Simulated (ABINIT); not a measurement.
## Run report: TiTe2, geometry relaxation (part 3 of 3)

The same run, continued: TiTe2 (P-3m1, 3 atoms in the cell); Kohn-Sham DFT of a periodic cell, PBE, Ansatz NC PBE (ABINIT 10.8.3); cutoff 1142.88 eV, 6×6×3 k-mesh, fermi-dirac of 0.05 eV. The structure derives from an entry of the Crystallography Open Database. The run did not end well.

Geometry of the input (Å; fractional positions):
```
3.7770  0.0000  0.0000
-1.8885  3.2710  0.0000
0.0000  0.0000  6.4980
Te 0.3333  0.6667  0.7372
Te 0.6667  0.3333  0.2628
Ti 0.0000  0.0000  0.0000
```

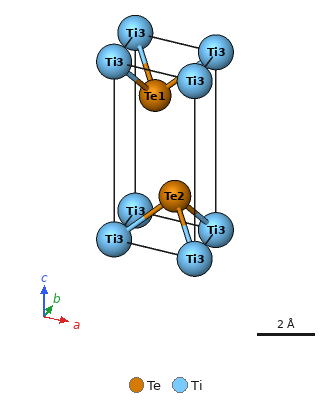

The geometry at step 2 of the log (ball-and-stick view of the cell of the calculation, seen slightly off an axis; atoms are numbered from 1 in the order of the input).

What the program printed, continued
```
     iter   Etot(hartree)      deltaE(h)  residm     vres2
 ETOT  1  -277.35955107650    -2.774E+02 1.527E-05 5.466E+01
 ETOT  2  -277.33200758354     2.754E-02 4.938E-04 4.702E+02
 ETOT  3  -277.36212730037    -3.012E-02 6.994E-04 1.870E+00
 ETOT  4  -277.36221456113    -8.726E-05 4.843E-05 3.203E-01
 ETOT  5  -277.36222720174    -1.264E-05 1.779E-05 1.862E-02
 ETOT  6  -277.36222837595    -1.174E-06 4.491E-06 2.133E-04
 ETOT  7  -277.36222841551    -3.956E-08 5.955E-06 6.403E-05
 ETOT  8  -277.36222842366    -8.156E-09 2.185E-06 5.229E-06
 ETOT  9  -277.36222842523    -1.561E-09 2.790E-06 3.600E-07
 ETOT 10  -277.36222842571    -4.864E-10 1.174E-06 3.246E-08
 ETOT 11  -277.36222842586    -1.498E-10 1.466E-06 3.782E-09
 ETOT 12  -277.36222842591    -4.587E-11 6.710E-07 2.281E-09
 ETOT 13  -277.36222842592    -1.035E-11 8.194E-07 5.395E-10
 ETOT 14  -277.36222842593    -8.242E-12 3.947E-07 1.157E-10
 ETOT 15  -277.36222842593    -3.354E-12 4.721E-07 1.149E-10
 ETOT 16  -277.36222842594    -1.347E-11 2.353E-07 1.704E-11
 ETOT 17  -277.36222842594     1.421E-12 2.767E-07 4.793E-13

 At SCF step   17       vres2   =  4.79E-13 < tolvrs=  1.00E-12 =>converged.

 Cartesian components of stress tensor (hartree/bohr^3)
  sigma(1 1)=  6.61311258E-06  sigma(3 2)=  0.00000000E+00
  sigma(2 2)=  6.61311214E-06  sigma(3 1)=  0.00000000E+00
  sigma(3 3)=  3.28418292E-06  sigma(2 1)=  0.00000000E+00

--- !ResultsGS
iteration_state: {dtset: 1, itime: 4, icycle: 1, }
comment   : Summary of ground state results
lattice_vectors:
- [  7.1836428,   0.0000000,   0.0000000, ]
- [ -3.5918214,   6.2212171,   0.0000000, ]
- [  0.0000000,   0.0000000,  12.3560448, ]
lattice_lengths: [   7.18364,    7.18364,   12.35604, ]
lattice_angles: [ 90.000,  90.000, 120.000, ] # degrees, (23, 13, 12)
lattice_volume:   5.5220402E+02
convergence: {deltae:  1.421E-12, res2:  4.793E-13, residm:  2.767E-07, diffor: null, }
etotal    :  -2.77362228E+02
entropy   :   0.00000000E+00
fermie    :   2.17664194E-01
cartesian_stress_tensor: # hartree/bohr^3
- [  6.61311258E-06,   0.00000000E+00,   0.00000000E+00, ]
- [  0.00000000E+00,   6.61311214E-06,   0.00000000E+00, ]
- [  0.00000000E+00,   0.00000000E+00,   3.28418292E-06, ]
pressure_GPa:  -1.6192E-01
xred      :
- [  3.3333E-01,   6.6667E-01,   7.3832E-01, Te]
- [  6.6667E-01,   3.3333E-01,   2.6168E-01, Te]
- [  4.0035E-28,   3.4297E-28,  -5.6517E-20, Ti]
cartesian_forces: # hartree/bohr
- [ -9.99546817E-29,  -2.30835450E-28,   2.59617541E-03, ]
- [  4.99773409E-29,   2.01981018E-28,  -2.59617541E-03, ]
- [  4.99773409E-29,   2.88544312E-29,  -0.00000000E+00, ]
force_length_stats: {min:   5.77088624E-29, max:   2.59617541E-03, mean:   1.73078361E-03, }
...

 Integrated electronic density in atomic spheres:
 ------------------------------------------------
 Atom  Sphere_radius  Integrated_density
    1        2.00000         11.95127120
    2        2.00000         11.95127120
    3        2.00000          9.46250028

---OUTPUT-----------------------------------------------------------------------

 Cartesian coordinates (xcart) [bohr]
 -8.76071634251680E-17  4.14747808459604E+00  9.12271514939155E+00
  3.59182138283486E+00  2.07373904229802E+00  3.23332968487665E+00
  1.64409962891251E-27  2.13371596122554E-27 -6.98325140860838E-19
 Reduced coordinates (xred)
  3.33333333333333E-01  6.66666666666667E-01  7.38320010307073E-01
  6.66666666666667E-01  3.33333333333333E-01  2.61679989692928E-01
  4.00354138880960E-28  3.42974038311824E-28 -5.65168830501575E-20
 Cartesian forces (fcart) [Ha/bohr]; max,rms= 2.59618E-03 1.22385E-03 (free atoms)
 -9.99546817118991E-29 -2.30835449568365E-28  2.59617541466330E-03
  4.99773408559495E-29  2.01981018372320E-28 -2.59617541466330E-03
  4.99773408559495E-29  2.88544311960457E-29 -0.00000000000000E+00
 Gradient of E wrt nuclear positions in reduced coordinates (gred)
  7.18038726174503E-28  1.07705808926175E-27 -3.20784598212046E-02
 -3.59019363087252E-28 -1.07705808926175E-27  3.20784598212046E-02
 -3.59019363087252E-28 -5.23229846618774E-44 -0.00000000000000E+00
 Scale of Primitive Cell (acell) [bohr]
  7.18364276566972E+00  7.18364276576653E+00  1.23560448342682E+01
 Real space primitive translations (rprimd) [bohr]
  7.18364276566972E+00  0.00000000000000E+00  0.00000000000000E+00
 -3.59182138283486E+00  6.22121712689407E+00  0.00000000000000E+00
  0.00000000000000E+00  0.00000000000000E+00  1.23560448342682E+01
 Unitary Cell Volume (ucvol) [Bohr^3]=  5.52204017076609E+02
 Angles (23,13,12)= [degrees]
  9.00000000000000E+01  9.00000000000000E+01  1.19999999999554E+02
 Lengths [Bohr]
  7.18364276566972E+00  7.18364276576653E+00  1.23560448342682E+01
 Stress tensor in cartesian coordinates (strten) [Ha/bohr^3]
  6.61311257907533E-06  0.00000000000000E+00  0.00000000000000E+00
  0.00000000000000E+00  6.61311214431373E-06  0.00000000000000E+00
  0.00000000000000E+00  0.00000000000000E+00  3.28418292415075E-06
 Total energy (etotal) [Ha]= -2.77362228425941E+02

 Difference of energy with previous step (new-old):
           Absolute (Ha)=-1.71290E-05
           Relative     =-6.17569E-08

--- Iteration: ( 5/50) Internal Cycle: (1/1)
--------------------------------------------------------------------------------

---SELF-CONSISTENT-FIELD CONVERGENCE--------------------------------------------

--- !BeginCycle
iteration_state: {dtset: 1, itime: 5, icycle: 1, }
solver: {iscf: 7, nstep: 80, nline: 4, wfoptalg: 0, }
tolerances: {tolvrs: 1.00E-12, }
...

     iter   Etot(hartree)      deltaE(h)  residm     vres2
 ETOT  1  -277.31628116282    -2.773E+02 1.359E-03 9.140E+02
 ETOT  2  -276.38145901546     9.348E-01 5.907E-03 1.424E+04
 ETOT  3  -277.35405312661    -9.726E-01 1.115E-02 1.426E+02
 ETOT  4  -277.36083632042    -6.783E-03 1.131E-03 2.412E+01
 ETOT  5  -277.36225522548    -1.419E-03 1.839E-04 7.129E-01
 ETOT  6  -277.36230195845    -4.673E-05 3.441E-05 3.830E-02
 ETOT  7  -277.36230520364    -3.245E-06 3.026E-05 6.820E-03
 ETOT  8  -277.36230577899    -5.753E-07 1.568E-05 4.256E-05
 ETOT  9  -277.36230579671    -1.773E-08 9.500E-06 1.156E-05
 ETOT 10  -277.36230580270    -5.983E-09 7.955E-06 1.861E-07
 ETOT 11  -277.36230580447    -1.767E-09 4.952E-06 5.633E-08
 ETOT 12  -277.36230580509    -6.239E-10 4.440E-06 2.693E-08
 ETOT 13  -277.36230580531    -2.181E-10 2.778E-06 7.238E-09
 ETOT 14  -277.36230580540    -9.021E-11 2.588E-06 1.943E-09
 ETOT 15  -277.36230580543    -3.621E-11 1.614E-06 1.012E-09
 ETOT 16  -277.36230580544    -6.025E-12 1.539E-06 3.681E-10
 ETOT 17  -277.36230580545    -5.457E-12 9.540E-07 3.981E-10
 ETOT 18  -277.36230580545    -8.868E-12 9.236E-07 2.552E-10
 ETOT 19  -277.36230580545     5.684E-12 5.692E-07 2.955E-12
 ETOT 20  -277.36230580545    -5.684E-14 5.571E-07 3.401E-11
 ETOT 21  -277.36230580546    -8.185E-12 3.416E-07 6.322E-12
 ETOT 22  -277.36230580544     1.251E-11 3.370E-07 2.648E-12
 ETOT 23  -277.36230580544    -6.821E-13 2.057E-07 8.825E-13

 At SCF step   23       vres2   =  8.83E-13 < tolvrs=  1.00E-12 =>converged.

 Cartesian components of stress tensor (hartree/bohr^3)
  sigma(1 1)=  1.43838264E-05  sigma(3 2)=  0.00000000E+00
  sigma(2 2)=  1.43838260E-05  sigma(3 1)=  0.00000000E+00
  sigma(3 3)= -7.46578484E-09  sigma(2 1)=  0.00000000E+00

--- !ResultsGS
iteration_state: {dtset: 1, itime: 5, icycle: 1, }
comment   : Summary of ground state results
lattice_vectors:
- [  7.2064608,   0.0000000,   0.0000000, ]
- [ -3.6032304,   6.2409781,   0.0000000, ]
- [  0.0000000,   0.0000000,  12.4015027, ]
lattice_lengths: [   7.20646,    7.20646,   12.40150, ]
lattice_angles: [ 90.000,  90.000, 120.000, ] # degrees, (23, 13, 12)
lattice_volume:   5.5776210E+02
convergence: {deltae: -6.821E-13, res2:  8.825E-13, residm:  2.057E-07, diffor: null, }
etotal    :  -2.77362306E+02
entropy   :   0.00000000E+00
fermie    :   2.13734273E-01
cartesian_stress_tensor: # hartree/bohr^3
- [  1.43838264E-05,   0.00000000E+00,   0.00000000E+00, ]
- [  0.00000000E+00,   1.43838260E-05,   0.00000000E+00, ]
- [  0.00000000E+00,   0.00000000E+00,  -7.46578484E-09, ]
pressure_GPa:  -2.8205E-01
xred      :
- [  3.3333E-01,   6.6667E-01,   7.4064E-01, Te]
- [  6.6667E-01,   3.3333E-01,   2.5936E-01, Te]
- [  6.8420E-28,   5.7995E-28,  -7.3912E-20, Ti]
cartesian_forces: # hartree/bohr
- [  2.49095479E-28,   3.16393753E-28,   1.52444942E-03, ]
- [ -1.99276384E-28,  -2.87630684E-28,  -1.52444942E-03, ]
- [ -4.98190959E-29,  -2.87630684E-29,  -0.00000000E+00, ]
force_length_stats: {min:   5.75261368E-29, max:   1.52444942E-03, mean:   1.01629961E-03, }
...

 Integrated electronic density in atomic spheres:
 ------------------------------------------------
 Atom  Sphere_radius  Integrated_density
    1        2.00000         11.96427903
    2        2.00000         11.96427903
    3        2.00000          9.46157243

---OUTPUT-----------------------------------------------------------------------

 Cartesian coordinates (xcart) [bohr]
 -8.92960393838851E-17  4.16065209965135E+00  9.18500150153558E+00
  3.60323041454239E+00  2.08032604982568E+00  3.21650117076500E+00
  2.84097196003359E-27  3.61944870193736E-27 -9.16616946914762E-19
 Reduced coordinates (xred)
  3.33333333333333E-01  6.66666666666667E-01  7.40636174844422E-01
  6.66666666666667E-01  3.33333333333333E-01  2.59363825155578E-01
  6.84200158624024E-28  5.79948946342755E-28 -7.39117646575262E-20
 Cartesian forces (fcart) [Ha/bohr]; max,rms= 1.52445E-03 7.18632E-04 (free atoms)
  2.49095479460788E-28  3.16393752659645E-28  1.52444941956605E-03
 -1.99276383568630E-28 -2.87630684236041E-28 -1.52444941956605E-03
 -4.98190958921575E-29 -2.87630684236041E-29 -0.00000000000000E+00
 Gradient of E wrt nuclear positions in reduced coordinates (gred)
 -1.79509681543626E-27 -1.07705808926175E-27 -1.89054635505354E-02
  1.43607745234901E-27  1.07705808926175E-27  1.89054635505354E-02
  3.59019363087252E-28 -7.65007535643663E-44  0.00000000000000E+00
 Scale of Primitive Cell (acell) [bohr]
  7.20646082908478E+00  7.20646082918190E+00  1.24015026723006E+01
 Real space primitive translations (rprimd) [bohr]
  7.20646082908478E+00  0.00000000000000E+00  0.00000000000000E+00
 -3.60323041454239E+00  6.24097814947703E+00  0.00000000000000E+00
  0.00000000000000E+00  0.00000000000000E+00  1.24015026723006E+01
 Unitary Cell Volume (ucvol) [Bohr^3]=  5.57762103894861E+02
 Angles (23,13,12)= [degrees]
  9.00000000000000E+01  9.00000000000000E+01  1.19999999999554E+02
 Lengths [Bohr]
  7.20646082908478E+00  7.20646082918190E+00  1.24015026723006E+01
 Stress tensor in cartesian coordinates (strten) [Ha/bohr^3]
  1.43838263956132E-05  0.00000000000000E+00  0.00000000000000E+00
  0.00000000000000E+00  1.43838259691869E-05  0.00000000000000E+00
  0.00000000000000E+00  0.00000000000000E+00 -7.46578484103755E-09
 Total energy (etotal) [Ha]= -2.77362305805445E+02

 Difference of energy with previous step (new-old):
           Absolute (Ha)=-7.73795E-05
           Relative     =-2.78984E-07

--- Iteration: ( 6/50) Internal Cycle: (1/1)
--------------------------------------------------------------------------------

---SELF-CONSISTENT-FIELD CONVERGENCE--------------------------------------------

--- !BeginCycle
iteration_state: {dtset: 1, itime: 6, icycle: 1, }
solver: {iscf: 7, nstep: 80, nline: 4, wfoptalg: 0, }
tolerances: {tolvrs: 1.00E-12, }
...

     iter   Etot(hartree)      deltaE(h)  residm     vres2
 ETOT  1  -277.35889875402    -2.774E+02 9.526E-05 5.068E+01
 ETOT  2  -277.31402693855     4.487E-02 4.607E-04 7.351E+02
 ETOT  3  -277.36230680443    -4.828E-02 8.931E-04 1.672E-01
```

Trajectory as extended XYZ (Å, eV, eV/Å), 5 frames, from step=0 to step=4
```
3
Lattice="3.7770 0.0000 0.0000 -1.8885 3.2710 0.0000 0.0000 0.0000 6.4980" Properties=species:S:1:pos:R:3:forces:R:3 step=0 energy=-7547.40641
Te    0.0000    2.1807    4.7903    0.0000   0.0000   0.0480
Te    1.8885    1.0903    1.7077    0.0000   0.0000  -0.0480
Ti    0.0000    0.0000    0.0000    0.0000   0.0000   0.0000
3
Lattice="3.7801 0.0000 0.0000 -1.8901 3.2737 0.0000 0.0000 0.0000 6.5031" Properties=species:S:1:pos:R:3:forces:R:3 step=1 energy=-7547.40735
Te    0.0000    2.1824    4.7946    0.0000   0.0000   0.0631
Te    1.8901    1.0912    1.7085    0.0000   0.0000  -0.0631
Ti    0.0000    0.0000    0.0000    0.0000   0.0000   0.0000
3
Lattice="3.7985 0.0000 0.0000 -1.8992 3.2896 0.0000 0.0000 0.0000 6.5333" Properties=species:S:1:pos:R:3:forces:R:3 step=2 energy=-7547.41026
Te    0.0000    2.1930    4.8214    0.0000   0.0000   0.1356
Te    1.8992    1.0965    1.7119    0.0000   0.0000  -0.1356
Ti    0.0000    0.0000    0.0000    0.0000   0.0000   0.0000
3
Lattice="3.8014 0.0000 0.0000 -1.9007 3.2921 0.0000 0.0000 0.0000 6.5385" Properties=species:S:1:pos:R:3:forces:R:3 step=3 energy=-7547.41073
Te    0.0000    2.1948    4.8275    0.0000   0.0000   0.1335
Te    1.9007    1.0974    1.7110    0.0000   0.0000  -0.1335
Ti    0.0000    0.0000    0.0000    0.0000   0.0000   0.0000
3
Lattice="3.8135 0.0000 0.0000 -1.9067 3.3026 0.0000 0.0000 0.0000 6.5626" Properties=species:S:1:pos:R:3:forces:R:3 step=4 energy=-7547.41283
Te    0.0000    2.2017    4.8605    0.0000   0.0000   0.0784
Te    1.9067    1.1009    1.7021    0.0000   0.0000  -0.0784
Ti    0.0000    0.0000    0.0000    0.0000   0.0000   0.0000
```

Outcome

| quantity | value |
| --- | --- |
| outcome | stopped at the time limit |
| space group (tolerance 0.01 Å) | P-3m1 (164) |
| electrons treated | 44 |
| free energy | −7547.4128 eV |
| Fermi energy | 5.816 eV |
| gap on the k-point mesh | none (metallic) |
| pressure | −0.28 GPa |
| final volume | 82.65 Å³ |
| largest force (length of the vector) at the end | 0.078 eV/Å |
| final cell | a = 3.813 Å, b = 3.813 Å, c = 6.563 Å, α = 90.00°, β = 90.00°, γ = 120.00° |
| hardware | 1 thread of Arm Neoverse V2, 24 GiB of memory available, shared host |
| wall time | 25 min |
| peak memory | 0.17 GiB |

Diagnosis

The run was cut off by its time limit, so the output is incomplete.
